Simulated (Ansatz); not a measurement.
# Fixed-spin-moment curve of SiNi, part 2 of 2

Aim: map the free energy of SiNi against its total moment. A free run comes first, then runs with N↑ − N↓ held fixed. The cell (8 atoms) is SiNi in its deposited structure (space group Pnma). Source: COD entry 1532040, which need not be the ambient phase.

Ansatz 0.2.0; DFT PBE, PAW, plane waves, scalar-relativistic.

## Step 7: Total moment fixed at 6 μB

Input file input.yaml:

```yaml
crystal:
  lattice:
    - [5.1752, 0.0, 0.0]
    - [0.0, 3.3321, 0.0]
    - [0.0, 0.0, 5.6094]
  atoms:
    - { symbol: Ni, position: [0.00785, 0.25, 0.18731], spin: 1.5 }
    - { symbol: Ni, position: [0.49215, 0.75, 0.68731], spin: 1.5 }
    - { symbol: Ni, position: [0.50785, 0.25, 0.31269], spin: 1.5 }
    - { symbol: Ni, position: [0.99215, 0.75, 0.81269], spin: 1.5 }
    - { symbol: Si, position: [0.32152, 0.75, 0.08166] }
    - { symbol: Si, position: [0.17848, 0.25, 0.58166] }
    - { symbol: Si, position: [0.82152, 0.75, 0.41834] }
    - { symbol: Si, position: [0.67848, 0.25, 0.91834] }
magnetization:
  spin_polarized: true
  initial_magnetization: 6
  spin_locking: { lock_magnetization: hard }
hamiltonian:
  xc: pbe
  pseudopotentials: { kind: paw }
basis:
  ecutwfc: 420
kpoints:
  mp_grid: { grid: [5, 7, 4] }
scf:
  occupations: { method: gaussian, width: 0.1 }
  lower_state_search: "off"
  max_iter: 150
output:
  forces: true
  stress: true
```

The log of the run, shortened:

```text
[... 12 lines as in an earlier run ...]
Bands: 57, of which v1, the nominal top of the filled ones, is band 44 counted from 1 (43 counted from 0)
[... 10 lines as in an earlier run ...]
Starting moments: Σ|m| = 6 μB on 4 of 8 sites
[... 2 lines as in an earlier run ...]
SCF iter   1: F=—  HF=-25901.065574 eV  |F-HF|=—  |Δ(HF+E_count)|=         —  Δρ=7.00e-2 (↑2.36e-2 ↓7.00e-2)  dr2=3.36e0  dr2_m=1.66e0  M=6.000 μB ∫|m|=6.000 μB  β_m=0.30  ethr=3.10e-3  ⟨swp⟩=6.8  Hψ=15827  notcnv=0  defer=29
[...]
[... 1 line as in an earlier run ...]
[...]
SCF iter  11: F=-25900.847558 eV  HF=-25900.847558 eV  |F-HF|=1.16e-9  |Δ(HF+E_count)|=   1.60e-8  Δρ=1.20e-6 (↑6.60e-7 ↓1.20e-6)  dr2=2.80e-9  dr2_m=1.10e-10  M=6.000 μB ∫|m|=6.000 μB  ethr=1.14e-10  ⟨swp⟩=4.0  Hψ=13460  notcnv=0
[...]
SCF converged after 11 iterations
[... 1 line as in an earlier run ...]
[...]
Spin contamination: 0.0079 ħ² per cell (⟨S²⟩ above its minimum at these occupations)
[...]
Free energy (F): -25900.847558 eV
[...]
E sigma→0 (E₀):  -25900.833698 eV
Entropy (-TS):   -0.027718 eV (-3.465 meV/atom)
Fermi energy:    14.834490 (↑ 16.392879, ↓ 13.276100) eV
[... 15 lines left out: energy terms ...]
--- Forces (eV/Å), atoms counted from 1 ---
  atom   1  Ni     0.33344232     0.00000000    -0.00412613
  atom   2  Ni    -0.33344232    -0.00000000    -0.00412613
  atom   3  Ni     0.33344232     0.00000000     0.00412613
  atom   4  Ni    -0.33344232     0.00000000     0.00412613
  atom   5  Si     0.44717151     0.00000000    -0.13370553
  atom   6  Si    -0.44717151    -0.00000000    -0.13370553
  atom   7  Si     0.44717151     0.00000000     0.13370553
  atom   8  Si    -0.44717151    -0.00000000     0.13370553
[...]
--- Stress (GPa, compression-positive) ---
       13.838458      -0.000000       0.000000
       -0.000000      15.392961       0.000000
        0.000000       0.000000      16.497424
  P = ⅓ Tr σ = 15.2429 GPa (152.429 kbar)
```

Run time: 14 s. Hardware: 2 threads of an Arm CPU, shared host; peak memory 0.55 GiB.

Site moments Ni1 0.90, Ni2 0.90, Ni3 0.90, Ni4 0.90, Si5 0.24, Si6 0.24, Si7 0.24, Si8 0.24 μB, total 6.00 μB; the free energy is 5321 meV per cell above that of step 2.

## Step 8: Total moment fixed at 10 μB

Input file input.yaml:

```yaml
crystal:
  lattice:
    - [5.1752, 0.0, 0.0]
    - [0.0, 3.3321, 0.0]
    - [0.0, 0.0, 5.6094]
  atoms:
    - { symbol: Ni, position: [0.00785, 0.25, 0.18731], spin: 2.5 }
    - { symbol: Ni, position: [0.49215, 0.75, 0.68731], spin: 2.5 }
    - { symbol: Ni, position: [0.50785, 0.25, 0.31269], spin: 2.5 }
    - { symbol: Ni, position: [0.99215, 0.75, 0.81269], spin: 2.5 }
    - { symbol: Si, position: [0.32152, 0.75, 0.08166] }
    - { symbol: Si, position: [0.17848, 0.25, 0.58166] }
    - { symbol: Si, position: [0.82152, 0.75, 0.41834] }
    - { symbol: Si, position: [0.67848, 0.25, 0.91834] }
magnetization:
  spin_polarized: true
  initial_magnetization: 10
  spin_locking: { lock_magnetization: hard }
hamiltonian:
  xc: pbe
  pseudopotentials: { kind: paw }
basis:
  ecutwfc: 420
kpoints:
  mp_grid: { grid: [5, 7, 4] }
scf:
  occupations: { method: gaussian, width: 0.1 }
  lower_state_search: "off"
  max_iter: 150
output:
  forces: true
  stress: true
```

The log of the run:

```text
[... 12 lines as in an earlier run ...]
Bands: 59, of which v1, the nominal top of the filled ones, is band 44 counted from 1 (43 counted from 0)
[... 10 lines as in an earlier run ...]
Starting moments: Σ|m| = 10 μB on 4 of 8 sites
[... 2 lines as in an earlier run ...]
iter 1 solved again at ethr=1.44e-3 eV; its pass at ethr=3.10e-3 eV (dr2=1.27e0 eV) is discarded
SCF iter   1: F=—  HF=-25891.730419 eV  |F-HF|=—  |Δ(HF+E_count)|=         —  Δρ=7.99e-2 (↑7.99e-2 ↓5.26e-2)  dr2=1.30e0  dr2_m=3.59e0  M=10.000 μB ∫|m|=10.000 μB  β_m=0.30  ethr=1.44e-3  ⟨swp⟩=1.5  Hψ=21606  notcnv=0
preconditioner: auto → Kerker (q_TF=auto, 2.686 Å⁻¹)  [metal: Δε(μ)=0.015 eV  Ē_g=7.988 eV  σ=0.100 eV  W_gap=0.09  n_scr=38 (ndim 8)  ℏωp=28.3 eV  f_vac=0.000  D(μ)=9.84/eV (n_scr^D=136)]
[... 1 line as in an earlier run ...]
SCF iter   2: F=—  HF=-25892.124537 eV  |F-HF|=—  |Δ(HF+E_count)|=   3.94e-1  Δρ=6.82e-2 (↑5.14e-2 ↓6.82e-2)  dr2=6.18e-1  dr2_m=3.04e0  M=10.000 μB ∫|m|=10.000 μB  β_m=0.65  ethr=1.44e-3  ⟨swp⟩=2.0  Hψ=5766  notcnv=0
SCF iter   3: F=—  HF=-25892.731358 eV  |F-HF|=—  |Δ(HF+E_count)|=   6.07e-1  Δρ=3.21e-2 (↑3.21e-2 ↓2.24e-2)  dr2=2.02e-1  dr2_m=6.09e-1  M=10.000 μB ∫|m|=10.000 μB  β_m=0.82  ethr=7.02e-4  ⟨swp⟩=2.6  Hψ=7440  notcnv=0  defer=281
SCF iter   4: F=—  HF=-25892.932688 eV  |F-HF|=—  |Δ(HF+E_count)|=   2.01e-1  Δρ=1.70e-2 (↑7.19e-3 ↓1.70e-2)  dr2=4.28e-1  dr2_m=2.18e-2  M=10.000 μB ∫|m|=10.000 μB  β_m=0.78  ethr=2.29e-4  ⟨swp⟩=2.0  Hψ=7549  notcnv=0  defer=395
SCF iter   5: F=—  HF=-25892.875542 eV  |F-HF|=—  |Δ(HF+E_count)|=   5.71e-2  Δρ=3.63e-3 (↑1.17e-3 ↓3.63e-3)  dr2=1.12e-2  dr2_m=1.58e-3  M=10.000 μB ∫|m|=10.000 μB  β_m=0.89  ethr=2.29e-4  ⟨swp⟩=2.0  Hψ=6548  notcnv=0  defer=395
SCF iter   6: F=—  HF=-25892.876264 eV  |F-HF|=—  |Δ(HF+E_count)|=   7.22e-4  Δρ=1.97e-3 (↑6.20e-4 ↓1.97e-3)  dr2=3.52e-3  dr2_m=4.66e-4  M=10.000 μB ∫|m|=10.000 μB  β_m=0.95  ethr=1.28e-5  ⟨swp⟩=1.0  Hψ=4099  notcnv=0  defer=395
SCF iter   7: F=—  HF=-25892.875960 eV  |F-HF|=—  |Δ(HF+E_count)|=   3.04e-4  Δρ=4.06e-4 (↑1.85e-4 ↓4.06e-4)  dr2=2.63e-4  dr2_m=1.28e-5  M=10.000 μB ∫|m|=10.000 μB  β_m=0.97  ethr=4.00e-6  ⟨swp⟩=2.1  Hψ=5118  notcnv=0  defer=395
SCF iter   8: F=—  HF=-25892.875962 eV  |F-HF|=—  |Δ(HF+E_count)|=   1.16e-6  Δρ=2.47e-4 (↑1.01e-4 ↓2.47e-4)  dr2=8.43e-5  dr2_m=5.08e-6  M=10.000 μB ∫|m|=10.000 μB  β_m=0.99  ethr=2.99e-7  ⟨swp⟩=1.0  Hψ=3853  notcnv=0  defer=395
SCF iter   9: F=—  HF=-25892.875954 eV  |F-HF|=—  |Δ(HF+E_count)|=   7.91e-6  Δρ=2.74e-5 (↑7.29e-6 ↓2.74e-5)  dr2=3.64e-7  dr2_m=1.34e-7  M=10.000 μB ∫|m|=10.000 μB  β_m=0.94  ethr=9.58e-8  ⟨swp⟩=2.2  Hψ=5446  notcnv=0  defer=395
SCF iter  10: F=-25892.875954 eV  HF=-25892.875954 eV  |F-HF|=2.51e-8  |Δ(HF+E_count)|=   2.67e-8  Δρ=5.15e-6 (↑3.22e-6 ↓5.15e-6)  dr2=4.91e-8  dr2_m=2.70e-9  M=10.000 μB ∫|m|=10.000 μB  ethr=1.14e-10  ⟨swp⟩=4.0  Hψ=14006  notcnv=0
SCF 1 converged in 10 iterations: F = -25892.875954 eV  dr2 = 4.91e-8
SCF converged after 10 iterations
[... 1 line as in an earlier run ...]
Magnetization: 10.0000 μB (49.0000 up, 39.0000 down)
Absolute magnetization: 10.0000 μB (∫|ρ↑−ρ↓|, with the PAW one-centre terms)
Spin contamination: 0.0098 ħ² per cell (⟨S²⟩ above its minimum at these occupations)
Per-site moments (μB) at R_I (Å): [(1.3962352035969772, 0.9390032769538419), (1.3962352035969767, 0.9390032769538419), (1.396235203596977, 0.9390032769538419), (1.3962352035969767, 0.939003276953842), (0.4216201477025032, 0.939003276953842), (0.4216201477025033, 0.9390032769538419), (0.42162014770250306, 0.9390032769538419), (0.4216201477025033, 0.9390032769538419)]
Free energy (F): -25892.875954 eV
Harris-Foulkes:  -25892.875954 eV  (|F-HF|=2.51e-8)
Internal energy: -25892.830565 eV  (E = F + TS)
E sigma→0 (E₀):  -25892.853259 eV
Entropy (-TS):   -0.045389 eV (-5.674 meV/atom)
Fermi energy:    15.132913 (↑ 17.579098, ↓ 12.686728) eV
[... 15 lines left out: energy terms ...]
--- Forces (eV/Å), atoms counted from 1 ---
  atom   1  Ni     0.62586359     0.00000000    -0.31667974
  atom   2  Ni    -0.62586359    -0.00000000    -0.31667974
  atom   3  Ni     0.62586359     0.00000000     0.31667974
  atom   4  Ni    -0.62586359     0.00000000     0.31667974
  atom   5  Si     0.58321528     0.00000000    -0.02314912
  atom   6  Si    -0.58321528    -0.00000000    -0.02314912
  atom   7  Si     0.58321528     0.00000000     0.02314912
  atom   8  Si    -0.58321528    -0.00000000     0.02314912
  max |Σ_I F_I| component: 3.33e-16 eV/Å
--- Stress (GPa, compression-positive) ---
       30.009991      -0.000000       0.000000
       -0.000000      30.754054       0.000000
        0.000000       0.000000      34.181566
  P = ⅓ Tr σ = 31.6485 GPa (316.485 kbar)
```

Run time: 14 s. Hardware: 2 threads of an Arm CPU, shared host; peak memory 0.56 GiB.

Moments: Ni1 1.40, Ni2 1.40, Ni3 1.40, Ni4 1.40, Si5 0.42, Si6 0.42, Si7 0.42, Si8 0.42 μB; total 10.00 μB per cell; the free energy is 13293 meV per cell above that of step 2.

## Step 9: Parallel moments scaled by 0.1, free total moment

Input file input.yaml:

```yaml
crystal:
  lattice:
    - [5.1752, 0.0, 0.0]
    - [0.0, 3.3321, 0.0]
    - [0.0, 0.0, 5.6094]
  atoms:
    - { symbol: Ni, position: [0.00785, 0.25, 0.18731], spin: 0.2 }
    - { symbol: Ni, position: [0.49215, 0.75, 0.68731], spin: 0.2 }
    - { symbol: Ni, position: [0.50785, 0.25, 0.31269], spin: 0.2 }
    - { symbol: Ni, position: [0.99215, 0.75, 0.81269], spin: 0.2 }
    - { symbol: Si, position: [0.32152, 0.75, 0.08166] }
    - { symbol: Si, position: [0.17848, 0.25, 0.58166] }
    - { symbol: Si, position: [0.82152, 0.75, 0.41834] }
    - { symbol: Si, position: [0.67848, 0.25, 0.91834] }
magnetization:
  spin_polarized: true
hamiltonian:
  xc: pbe
  pseudopotentials: { kind: paw }
basis:
  ecutwfc: 420
kpoints:
  mp_grid: { grid: [5, 7, 4] }
scf:
  occupations: { method: gaussian, width: 0.1 }
  lower_state_search: "off"
output:
  forces: true
  stress: true
```

The log of the run, shortened:

```text
[... 22 lines as in an earlier run ...]
Starting moments: Σ|m| = 0.8 μB on 4 of 8 sites
[... 2 lines as in an earlier run ...]
SCF iter   1: F=—  HF=-25907.793292 eV  |F-HF|=—  |Δ(HF+E_count)|=         —  Δρ=6.43e-2 (↑3.75e-2 ↓6.43e-2)  dr2=9.74e0  dr2_m=2.01e-1  M=0.044 μB ∫|m|=0.203 μB  β_m=0.30  ethr=3.10e-3  ⟨swp⟩=6.8  Hψ=14995  notcnv=0  defer=10
[...]
[... 1 line as in an earlier run ...]
[...]
spin-set hold released at iteration 8 (site moments contracting): the magnetisation degrees of freedom join the quasi-Newton model from the next iteration; the mixer history was flushed
[...]
SCF iter  15: F=-25906.168879 eV  HF=-25906.168879 eV  |F-HF|=5.13e-10  |Δ(HF+E_count)|=   2.84e-9  Δρ=5.92e-7 (↑5.92e-7 ↓4.66e-7)  dr2=1.14e-9  dr2_m=1.45e-11  M=0.000 μB ∫|m|=0.000 μB  ethr=8.15e-11  ⟨swp⟩=2.0  Hψ=10921  notcnv=0
[...]
WARN: the starting moments were not kept: the SCF closed with an absolute magnetisation of 6.3e-6 μB, where they sum to 0.8 μB in size (4 sites). That is at most 0.1 of that sum. Measured as dr2_m measures the in/out step, that magnetisation stands 2.0e-12 eV from none, at or under the [...]
SCF converged after 15 iterations
Magnetization: 0.0000 μB (44.0000 up, 44.0000 down)
Absolute magnetization: 0.0000 μB (∫|ρ↑−ρ↓|, with the PAW one-centre terms)
Spin contamination: 0.0000 ħ² per cell (⟨S²⟩ above its minimum at these occupations)
[...]
Free energy (F): -25906.168879 eV
[...]
E sigma→0 (E₀):  -25906.166785 eV
Entropy (-TS):   -0.004188 eV (-0.523 meV/atom)
Fermi energy:    14.764398 eV
[... 15 lines left out: energy terms ...]
--- Forces (eV/Å), atoms counted from 1 ---
  atom   1  Ni     0.02030639     0.00000000     0.05810684
  atom   2  Ni    -0.02030639     0.00000000     0.05810684
  atom   3  Ni     0.02030639    -0.00000000    -0.05810684
  atom   4  Ni    -0.02030639     0.00000000    -0.05810684
  atom   5  Si     0.01577334     0.00000000     0.05475734
  atom   6  Si    -0.01577334    -0.00000000     0.05475734
  atom   7  Si     0.01577334     0.00000000    -0.05475734
  atom   8  Si    -0.01577334    -0.00000000    -0.05475734
[...]
--- Stress (GPa, compression-positive) ---
        0.732483      -0.000000       0.000000
       -0.000000       2.411584       0.000000
        0.000000       0.000000       2.299335
  P = ⅓ Tr σ = 1.8145 GPa (18.145 kbar)
```

Run time: 18 s. Hardware: 2 threads of an Arm CPU, shared host; peak memory 0.54 GiB.

Moments: Ni1 0.00, Ni2 0.00, Ni3 0.00, Ni4 0.00 μB; total 0.00 μB per cell; the free energy is that of step 2 within 0.5 meV.

## Step 10: The curve

```
M (μB/cell)  above lowest (meV/cell)  moments of Ni1 Ni2 Ni3 Ni4 Si5 Si6 Si7 Si8 (μB)  pressure (GPa)
       0.00                        0          0.00 0.00 0.00 0.00 0.00 0.00 0.00 0.00             1.8
       2.00                      719          0.34 0.34 0.34 0.34 0.07 0.07 0.07 0.07             3.7
       4.00                     2585          0.62 0.62 0.62 0.62 0.15 0.15 0.15 0.15             8.5
       6.00                     5321          0.90 0.90 0.90 0.90 0.24 0.24 0.24 0.24            15.2
       8.00                     8873          1.16 1.16 1.16 1.16 0.33 0.33 0.33 0.33            22.9
      10.00                    13293          1.40 1.40 1.40 1.40 0.42 0.42 0.42 0.42            31.6
```

The 8 runs of this session took 1.9 min in all, from 6.5 s to 18 s each.

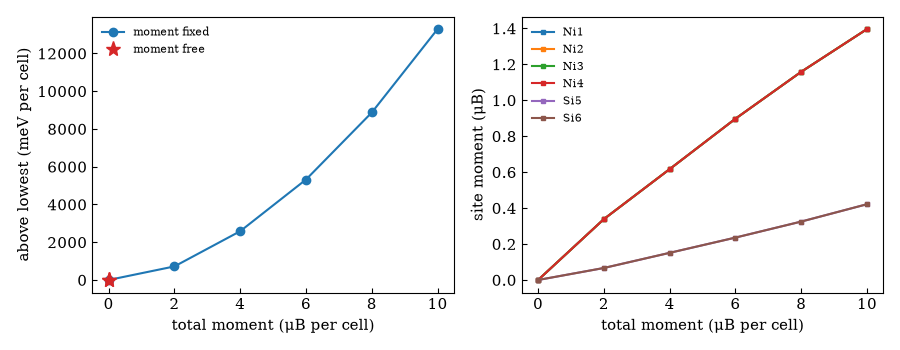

Free energy (left) and site moments (right) against the fixed total moment.

## Step 11: Outcome

This closing draws on all 2 parts.

| quantity | value |
| --- | --- |
| lowest fixed-moment run | M = 0.00 μB, 0 meV above the lowest run |
| free runs end at | 0.00 μB (0 meV), 0.00 μB (0 meV) |
| cost of M = 0 (from this start; opposed moments can cost less) | 0 meV per cell |
| cost of the largest M | 13293 meV per cell at 10.00 μB |

Among the fixed runs the energy is least at M = 0.00 μB. The free SCF ends at 0.00 μB, and no fixed run lies below it.
